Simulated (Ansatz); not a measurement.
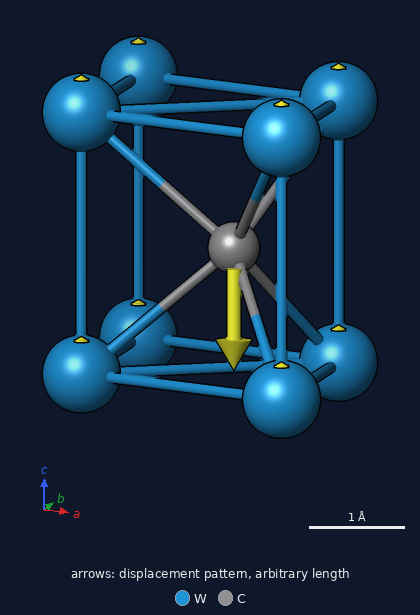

Lattice vibrations of a crystal of WC relaxed at 18 GPa, at the zone centre. The optical levels lie at 653, 671 (×2) cm⁻¹. One mode is drawn. The yellow arrows give the relative displacements of the atoms. The picture is a ball-and-stick view of the cell of the calculation, seen slightly off an axis.

The calculation used DFT LDA, scalar-relativistic, plane waves, PAW (Ansatz). Set-up: plane-wave cutoff 420 eV; k-point mesh 18 × 18 × 14; occupations fermi dirac; smearing width 0.15 eV; target pressure 18 GPa; no spin polarisation.

The frequencies depend somewhat on the k-mesh and the smearing.

Question: Which of these frequencies is the drawn mode's?

Answer: The level at 653 cm⁻¹. This is the A₂″ mode, the lowest optical level, infrared-active by symmetry. The C sublattice moves against the W sublattice, along c; the kinetic energy is shared as C 94 %, W 6 %. The crystal is a metal, so free carriers screen the infrared response.
